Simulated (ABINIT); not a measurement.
## PbTe: phonon calculation (part 3 of 3)

The same run, continued: PbTe (Fm-3m, 2 atoms in the cell); Kohn-Sham DFT of a periodic cell, PBE, spin-orbit coupling, JTH PAW PBE v2.0 sp, no spin polarisation (ABINIT 10.8.3); cutoff 299.33 eV, 4×4×4 k-mesh, fixed occupations. The structure derives from an entry of the Crystallography Open Database.

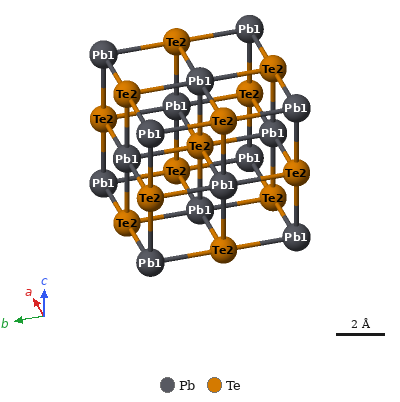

The structure (ball-and-stick view of the cell 4 times as large as that of the calculation, set on its symmetry axes, seen at an oblique angle; atoms are numbered from 1 in the order of the input).

**The program's output, continued**
```
 2DEtotal=   -0.1201573570E+02 Ha. Also 2DEtotal=   -0.326964825148E+03 eV
    (  non-var. 2DEtotal :   -1.2015735696E+01 Ha)
================================================================================

 ---- first-order wavefunction calculations are completed ----

 respfn : d/dk was computed, but no 2DTE, so no DDB output.

================================================================================
== DATASET  3 ==================================================================

--- !DatasetInfo
iteration_state: {dtset: 3, }
dimensions: {natom: 2, nkpt: 256, mband: 10, nsppol: 1, nspinor: 2, nspden: 1, mpw: 803, }
cutoff_energies: {ecut:  11.0, pawecutdg:  22.0, }
electrons: {nelect:   1.00000000E+01, charge:   0.00000000E+00, occopt:   1.00000000E+00, tsmear:   1.00000000E-02, }
meta: {optdriver: 1, rfelfd: 3, rfphon: 1, }
...

 mkfilename : getwfk/=0, take file _WFK from output of DATASET   1.

 mkfilename : getddk/=0, take file _1WF from output of DATASET   2.

 Exchange-correlation functional for the present dataset will be:
  GGA: Perdew-Burke-Ernzerhof functional - ixc=11
  J.P.Perdew, K.Burke, M.Ernzerhof, PRL 77, 3865 (1996)

 Real(R)+Recip(G) space primitive vectors, cartesian coordinates (Bohr,Bohr^-1):
 R(1)=  0.0000000  6.1057051  6.1057051  G(1)= -0.0818906  0.0818906  0.0818906
 R(2)=  6.1057051  0.0000000  6.1057051  G(2)=  0.0818906 -0.0818906  0.0818906
 R(3)=  6.1057051  6.1057051  0.0000000  G(3)=  0.0818906  0.0818906 -0.0818906
 Unit cell volume ucvol=  4.5523691E+02 bohr^3
 Angles (23,13,12)=  6.00000000E+01  6.00000000E+01  6.00000000E+01 degrees
 setup1 : take into account q-point for computing boxcut.

 Coarse grid specifications (used for wave-functions):

 getcut: wavevector=  0.0000  0.0000  0.0000  ngfft=  27  27  27
         ecut(hartree)=     11.000   => boxcut(ratio)=   2.01977

 Fine grid specifications (used for densities):

 getcut: wavevector=  0.0000  0.0000  0.0000  ngfft=  40  40  40
         ecut(hartree)=     22.000   => boxcut(ratio)=   2.19398
--------------------------------------------------------------------------------

-open ddk wf file :runo_DS2_1WF7
-open ddk wf file :runo_DS2_1WF8
-open ddk wf file :runo_DS2_1WF9

 ==>  initialize data related to q vector <==

 The list of irreducible perturbations for this q vector is:
    1)    idir= 1    ipert=   1
    2)    idir= 1    ipert=   2
    3)    idir= 1    ipert=   4

================================================================================

 The perturbation idir=   2  ipert=   1 is
 symmetric of a previously calculated perturbation.
 So, its SCF calculation is not needed.

 The perturbation idir=   3  ipert=   1 is
 symmetric of a previously calculated perturbation.
 So, its SCF calculation is not needed.

 The perturbation idir=   2  ipert=   2 is
 symmetric of a previously calculated perturbation.
 So, its SCF calculation is not needed.

 The perturbation idir=   3  ipert=   2 is
 symmetric of a previously calculated perturbation.
 So, its SCF calculation is not needed.

 The perturbation idir=   2  ipert=   4 is
 symmetric of a previously calculated perturbation.
 So, its SCF calculation is not needed.

 The perturbation idir=   3  ipert=   4 is
 symmetric of a previously calculated perturbation.
 So, its SCF calculation is not needed.

--------------------------------------------------------------------------------
 Perturbation wavevector (in red.coord.)   0.000000  0.000000  0.000000
 Perturbation : displacement of atom   1   along direction   1
 Found     2 symmetries that leave the perturbation invariant.
 symkpt : the number of k-points, thanks to the symmetries,
 is reduced to   128 .

--------------------------------------------------------------------------------

--------------------------------------------------------------------------------

 Initialisation of the first-order wave-functions :
  ireadwf=   0

--- !BeginCycle
iteration_state: {dtset: 3, }
solver: {iscf: 7, nstep: 80, nline: 4, wfoptalg: 10, }
tolerances: {tolvrs: 1.00E-08, }
...

     iter   2DEtotal(Ha)        deltaE(Ha) residm    vres2
-ETOT  1   6.5160753052896     -4.373E+01 1.349E+00 2.185E+04
 ETOT  2  0.86643967837674     -5.650E+00 1.976E-01 1.989E+03
 ETOT  3  0.35759303428321     -5.088E-01 3.083E-02 2.504E+01
 ETOT  4  0.34627135562196     -1.132E-02 3.306E-03 9.562E-01
 ETOT  5  0.34512918229108     -1.142E-03 1.043E-03 1.553E-01
 ETOT  6  0.34486197189663     -2.672E-04 1.115E-04 4.691E-03
 ETOT  7  0.34480366912826     -5.830E-05 1.071E-04 2.017E-03
 ETOT  8  0.34478695656006     -1.671E-05 1.140E-05 1.278E-04
 ETOT  9  0.34478242399897     -4.533E-06 1.117E-05 1.637E-05
 ETOT 10  0.34478109279356     -1.331E-06 1.216E-06 7.556E-06
 ETOT 11  0.34478069293959     -3.999E-07 1.177E-06 7.681E-07
 ETOT 12  0.34478057177476     -1.212E-07 1.311E-07 4.049E-07
 ETOT 13  0.34478053409070     -3.768E-08 1.251E-07 9.344E-08
 ETOT 14  0.34478052242093     -1.167E-08 1.413E-08 1.328E-07
 ETOT 15  0.34478051870612     -3.715E-09 1.348E-08 1.460E-08
 ETOT 16  0.34478051754855     -1.158E-09 1.497E-09 1.424E-09

 At SCF step   16       vres2   =  1.42E-09 < tolvrs=  1.00E-08 =>converged.
-open ddk wf file :runo_DS2_1WF7
-open ddk wf file :runo_DS2_1WF8
-open ddk wf file :runo_DS2_1WF9
================================================================================

 ----iterations are completed or convergence reached----

 Mean square residual over all n,k,spin=   77.324E-13; max=  14.967E-10

 2DEtotal=    0.3447805175E+00 Ha. Also 2DEtotal=    0.938195583310E+01 eV
    (2DErelax=   -4.9903860776E+01 Ha. 2DEnonrelax=    5.0248641294E+01 Ha)
    (  non-var. 2DEtotal :    3.4478384327E-01 Ha)

--------------------------------------------------------------------------------
 Perturbation wavevector (in red.coord.)   0.000000  0.000000  0.000000
 Perturbation : displacement of atom   2   along direction   1
 Found     2 symmetries that leave the perturbation invariant.
 symkpt : the number of k-points, thanks to the symmetries,
 is reduced to   128 .

--------------------------------------------------------------------------------

--------------------------------------------------------------------------------

 Initialisation of the first-order wave-functions :
  ireadwf=   0

--- !BeginCycle
iteration_state: {dtset: 3, }
solver: {iscf: 7, nstep: 80, nline: 4, wfoptalg: 10, }
tolerances: {tolvrs: 1.00E-08, }
...

     iter   2DEtotal(Ha)        deltaE(Ha) residm    vres2
-ETOT  1   44.275198761025     -8.555E+01 7.828E+00 1.448E+05
 ETOT  2   2.9345179178531     -4.134E+01 6.902E-01 9.498E+03
 ETOT  3  0.21975593027997     -2.715E+00 1.860E-01 1.174E+02
 ETOT  4  0.15252849264010     -6.723E-02 2.284E-02 1.053E+01
 ETOT  5  0.14465629983403     -7.872E-03 5.375E-03 1.818E+00
 ETOT  6  0.14268037253788     -1.976E-03 1.339E-03 3.253E-02
 ETOT  7  0.14233719785460     -3.432E-04 5.087E-04 8.797E-02
 ETOT  8  0.14220984780911     -1.274E-04 1.228E-04 6.639E-03
 ETOT  9  0.14217636001115     -3.349E-05 6.009E-05 7.169E-05
 ETOT 10  0.14216705918682     -9.301E-06 1.365E-05 2.559E-04
 ETOT 11  0.14216405692983     -3.002E-06 7.191E-06 8.855E-06
 ETOT 12  0.14216313062747     -9.263E-07 1.603E-06 9.500E-06
 ETOT 13  0.14216283752376     -2.931E-07 8.141E-07 6.410E-07
 ETOT 14  0.14216274268125     -9.484E-08 1.854E-07 1.522E-08
 ETOT 15  0.14216271158227     -3.110E-08 9.654E-08 1.430E-07
 ETOT 16  0.14216270126553     -1.032E-08 2.184E-08 5.604E-09

 At SCF step   16       vres2   =  5.60E-09 < tolvrs=  1.00E-08 =>converged.
-open ddk wf file :runo_DS2_1WF7
-open ddk wf file :runo_DS2_1WF8
-open ddk wf file :runo_DS2_1WF9
================================================================================

 ----iterations are completed or convergence reached----

 Mean square residual over all n,k,spin=   86.269E-12; max=  21.842E-09

 2DEtotal=    0.1421627013E+00 Ha. Also 2DEtotal=    0.386844417391E+01 eV
    (2DErelax=   -1.2968676993E+02 Ha. 2DEnonrelax=    1.2982893263E+02 Ha)
    (  non-var. 2DEtotal :    1.4215514942E-01 Ha)

--------------------------------------------------------------------------------
 Perturbation wavevector (in red.coord.)   0.000000  0.000000  0.000000
 Perturbation : homogeneous electric field along direction   1
 The set of symmetries contains only one element for this perturbation.
 symkpt : not enough symmetry to change the number of k points.

--------------------------------------------------------------------------------

--------------------------------------------------------------------------------

 Initialisation of the first-order wave-functions :
  ireadwf=   0

--- !BeginCycle
iteration_state: {dtset: 3, }
solver: {iscf: 7, nstep: 80, nline: 4, wfoptalg: 10, }
tolerances: {tolvrs: 1.00E-08, }
...

     iter   2DEtotal(Ha)        deltaE(Ha) residm    vres2
-ETOT  1  -1579.7744593752     -1.580E+03 6.755E+02 6.413E+04
 ETOT  2  -1706.9351842912     -1.272E+02 7.231E+01 4.550E+03
 ETOT  3  -1717.2195290480     -1.028E+01 1.235E+01 4.836E+02
 ETOT  4  -1719.3592980579     -2.140E+00 1.235E+00 4.148E+01
 ETOT  5  -1719.9096495100     -5.504E-01 8.821E-01 3.634E+00
 ETOT  6  -1720.0535320396     -1.439E-01 1.023E-01 1.012E+00
 ETOT  7  -1720.0931012678     -3.957E-02 7.840E-02 9.334E-02
 ETOT  8  -1720.1040219609     -1.092E-02 8.789E-03 3.811E-02
 ETOT  9  -1720.1071247593     -3.103E-03 7.098E-03 5.670E-03
 ETOT 10  -1720.1080096525     -8.849E-04 7.695E-04 1.658E-04
 ETOT 11  -1720.1082648028     -2.552E-04 6.430E-04 6.300E-04
 ETOT 12  -1720.1083395480     -7.475E-05 6.892E-05 3.440E-04
 ETOT 13  -1720.1083614725     -2.192E-05 5.803E-05 1.840E-04
 ETOT 14  -1720.1083680340     -6.562E-06 6.279E-06 7.898E-05
 ETOT 15  -1720.1083699696     -1.936E-06 5.109E-06 8.783E-05
 ETOT 16  -1720.1083705821     -6.125E-07 6.290E-07 1.472E-05
 ETOT 17  -1720.1083707659     -1.839E-07 4.785E-07 8.507E-07
 ETOT 18  -1720.1083708218     -5.584E-08 6.861E-08 1.792E-07
 ETOT 19  -1720.1083708390     -1.718E-08 4.552E-08 2.277E-08
 ETOT 20  -1720.1083708443     -5.284E-09 7.452E-09 1.664E-08
 ETOT 21  -1720.1083708460     -1.729E-09 4.342E-09 1.220E-09

 At SCF step   21       vres2   =  1.22E-09 < tolvrs=  1.00E-08 =>converged.
-open ddk wf file :runo_DS2_1WF7
-open ddk wf file :runo_DS2_1WF8
-open ddk wf file :runo_DS2_1WF9
================================================================================

 ----iterations are completed or convergence reached----

 Mean square residual over all n,k,spin=   27.554E-12; max=  43.416E-10

 2DEtotal=   -0.1720108371E+04 Ha. Also 2DEtotal=   -0.468065332640E+05 eV
    (  non-var. 2DEtotal :   -1.7201079698E+03 Ha)
================================================================================

 ---- first-order wavefunction calculations are completed ----

 ==> Compute Derivative Database <==
 The violation of the charge neutrality conditions
 by the effective charges is as follows :
    atom        electric field
 displacement     direction
       1               1       -0.244929        0.000000
       1               2       -0.000000        0.000000
       1               3       -0.000000        0.000000
       2               1       -0.000000        0.000000
       2               2       -0.244929        0.000000
       2               3        0.000000        0.000000
       3               1       -0.000000        0.000000
       3               2        0.000000        0.000000
       3               3       -0.244929        0.000000

 Effective charge tensors after
 imposition of the charge neutrality (if requested by user),
 and eventual restriction to some part :
   atom    displacement
         1         1    7.587810E+00   -3.220738E-13   -5.972059E-16
         1         2   -3.225453E-13    7.587810E+00    3.209920E-13
         1         3    6.916126E-16    3.218518E-13    7.587810E+00
         2         1   -7.587810E+00    3.220738E-13    5.972059E-16
         2         2    3.225453E-13   -7.587810E+00   -3.209920E-13
         2         3   -6.916126E-16   -3.218518E-13   -7.587810E+00
 Now, the imaginary part of the dynamical matrix is zeroed

  Dynamical matrix, in cartesian coordinates,
   if specified in the inputs, asr has been imposed
     j1       j2             matrix element
  dir pert dir pert     real part    imaginary part

   1    1   1    1         0.0023002079         0.0000000000
   1    1   1    2        -0.0023002079         0.0000000000

   2    1   2    1         0.0023002079         0.0000000000
   2    1   2    2        -0.0023002079         0.0000000000

   3    1   3    1         0.0023002079         0.0000000000
   3    1   3    2        -0.0023002079         0.0000000000

   1    2   1    1        -0.0023003685         0.0000000000
   1    2   1    2         0.0023003685         0.0000000000

   2    2   2    1        -0.0023003685         0.0000000000
   2    2   2    2         0.0023003685         0.0000000000

   3    2   3    1        -0.0023003685         0.0000000000
   3    2   3    2         0.0023003685         0.0000000000

  Dielectric tensor, in cartesian coordinates,
     j1       j2             matrix element
  dir pert dir pert     real part    imaginary part

   1    4   1    4        60.7831440527        -0.0000000000

   2    4   2    4        60.7831440527        -0.0000000000

   3    4   3    4        60.7831440527        -0.0000000000

  Effective charges, in cartesian coordinates,
  (from electric field response)
   if specified in the inputs, charge neutrality has been imposed
     j1       j2             matrix element
  dir pert dir pert     real part    imaginary part

   1    1   1    4         7.5878103704         0.0000000000
   1    2   1    4        -7.5878103704         0.0000000000

   2    1   2    4         7.5878103702         0.0000000000
   2    2   2    4        -7.5878103702         0.0000000000

   3    1   3    4         7.5878103702         0.0000000000
   3    2   3    4        -7.5878103702         0.0000000000

  Effective charges, in cartesian coordinates,
  (from phonon response)
   if specified in the inputs, charge neutrality has been imposed
     j1       j2             matrix element
  dir pert dir pert     real part    imaginary part

   1    4   1    1         7.5877492182         0.0000000000

   2    4   2    1         7.5877492179         0.0000000000

   3    4   3    1         7.5877492179         0.0000000000

   1    4   1    2        -7.5877492182         0.0000000000

   2    4   2    2        -7.5877492179         0.0000000000

   3    4   3    2        -7.5877492179         0.0000000000

  Warning: The rigid-atom proper piezoelectric tensor
  from  electric field response requires nsym=1

  Phonon wavevector (reduced coordinates) :  0.00000  0.00000  0.00000
 Phonon energies in Hartree :
   0.000000E+00  0.000000E+00  0.000000E+00  1.264112E-04  1.264112E-04
   1.264112E-04
 Phonon frequencies in cm-1    :
   0.000000E+00  0.000000E+00  0.000000E+00  2.774404E+01  2.774404E+01
   2.774404E+01

  Phonon at Gamma, with non-analyticity in the
  direction (cartesian coordinates)  1.00000  0.00000  0.00000
 Phonon energies in Hartree :
   0.000000E+00  0.000000E+00  0.000000E+00  1.264112E-04  1.264112E-04
   4.445424E-04
 Phonon frequencies in cm-1    :
   0.000000E+00  0.000000E+00  0.000000E+00  2.774404E+01  2.774404E+01
   9.756578E+01

  Phonon at Gamma, with non-analyticity in the
  direction (cartesian coordinates)  0.00000  1.00000  0.00000
 Phonon energies in Hartree :
   0.000000E+00  0.000000E+00  0.000000E+00  1.264112E-04  1.264112E-04
   4.445424E-04
 Phonon frequencies in cm-1    :
   0.000000E+00  0.000000E+00  0.000000E+00  2.774404E+01  2.774404E+01
   9.756578E+01

  Phonon at Gamma, with non-analyticity in the
  direction (cartesian coordinates)  0.00000  0.00000  1.00000
 Phonon energies in Hartree :
   0.000000E+00  0.000000E+00  0.000000E+00  1.264112E-04  1.264112E-04
   4.445424E-04
 Phonon frequencies in cm-1    :
   0.000000E+00  0.000000E+00  0.000000E+00  2.774404E+01  2.774404E+01
   9.756578E+01

== END DATASET(S) ==============================================================
================================================================================

 -outvars: echo values of variables after computation  --------
            acell      1.0000000000E+00  1.0000000000E+00  1.0000000000E+00 Bohr
           etotal1    -1.2059733325E+01
           etotal2    -1.2015735699E+01
           etotal3    -1.7201083708E+03
            fcart1    -0.0000000000E+00 -0.0000000000E+00 -0.0000000000E+00
                      -0.0000000000E+00 -0.0000000000E+00 -0.0000000000E+00
            fcart3     0.0000000000E+00  0.0000000000E+00  0.0000000000E+00
                       0.0000000000E+00  0.0000000000E+00  0.0000000000E+00
            rprim      0.0000000000E+00  6.1057051087E+00  6.1057051087E+00
                       6.1057051087E+00  0.0000000000E+00  6.1057051087E+00
                       6.1057051087E+00  6.1057051087E+00  0.0000000000E+00
           strten1    -7.1938369693E-05 -7.1938369693E-05 -7.1938369693E-05
                       0.0000000000E+00  0.0000000000E+00  0.0000000000E+00
           strten3     0.0000000000E+00  0.0000000000E+00  0.0000000000E+00
                       0.0000000000E+00  0.0000000000E+00  0.0000000000E+00
           xangst      0.0000000000E+00  0.0000000000E+00  0.0000000000E+00
                       3.2309999978E+00  3.2309999978E+00  3.2309999978E+00
             xred      0.0000000000E+00  0.0000000000E+00  0.0000000000E+00
                       5.0000000000E-01  5.0000000000E-01  5.0000000000E-01
 Calculation completed.
```

This output came from the following input.

**Input**
```
# Datasets
ndtset 3

# Pseudopotentials
pp_dirpath "./"
pseudos "Pb.GGA_PBE-JTH_sp.xml, Te.GGA_PBE-JTH.xml"

# Structure
acell 3*1.0
rprim
     0.0000000000     6.1057051087     6.1057051087
     6.1057051087     0.0000000000     6.1057051087
     6.1057051087     6.1057051087     0.0000000000
ntypat 2
znucl 82 52
natom 2
typat 1 2
xred
            0.0            0.0            0.0
            1/2            1/2            1/2

# Plane-wave basis
ecut 299.325249 eV
pawecutdg 22.0

# k points
ngkpt 4 4 4
nshiftk 4
shiftk
     0.5000000000     0.5000000000     0.5000000000
     0.5000000000     0.0000000000     0.0000000000
     0.0000000000     0.5000000000     0.0000000000
     0.0000000000     0.0000000000     0.5000000000

# Exchange and correlation
ixc 11

# Bands and occupations
nband 10
occopt 1

# Spin
nspinor 2
nspden 1
pawspnorb 1

# SCF cycle
nstep 80
diemac 6.0

# Output
prteig 0
prtebands 0
prtwf 0
prtden 0
prtpot 0

# Dataset 1: ground state
kptopt1 4
tolvrs1 1.0e-11
prtwf1 1
tolwfr1 1.0e-15

# Dataset 2: derivatives of the wave functions by k
iscf2 -3
rfelfd2 2
rfdir2 1 1 1
getwfk2 1
kptopt2 3
nqpt2 1
qpt2 0.0 0.0 0.0
tolwfr2 1.0e-18
prtwf2 1

# Dataset 3: response at q = 0 to electric field, atomic displacements
rfelfd3 3
rfphon3 1
rfatpol3 1 2
rfdir3 1 1 1
getwfk3 1
getddk3 2
kptopt3 3
nqpt3 1
qpt3 0.0 0.0 0.0
tolvrs3 1.0e-8
```

**File mrgddb.in**
```
merged_DDB
TePb
2
runo_DS1_DDB
runo_DS3_DDB
```

**File anaddb.abi**
```
ddb_filepath "merged_DDB"
output_file "anaddb.abo"
outdata_prefix "ana"
asr 1
chneut 1
dipdip 1
dieflag 1
enunit 0
nfreq 1
frmin 0.0
frmax 0.0
eivec 1
nph1l 1
qph1l 0.0 0.0 0.0 1.0
nph2l 3
qph2l
  1.0 0.0 0.0 0.0
  0.0 1.0 0.0 0.0
  0.0 0.0 1.0 0.0
```

Launch command:
```bash
abinit run.abi > log 2>&1
mrgddb < mrgddb.in > mrgddb.log 2>&1
anaddb anaddb.abi > anaddb.log 2>&1
```

**Summary**

```tsv
quantity	value
outcome	converged
space group (tolerance 0.01 Å)	Fm-3m (225)
electrons treated	10
free energy	−328.1621 eV
Fermi energy	−4.126 eV
pressure	2.12 GPa
largest force (length of the vector)	under 0.001 eV/Å
ε∞ (xx, yy, zz)	60.78, 60.78, 60.78
Born charges (mean of the diagonal)	Pb1 (7.59 e); Te2 (−7.59 e)
hardware	1 thread of Arm Neoverse V2, 24 GiB of memory available, shared host
wall time	21 min
peak memory	0.62 GiB
```

**Notes**

Points of doubt noted for this run: cutoff too low for stress; k mesh coarse for field response.
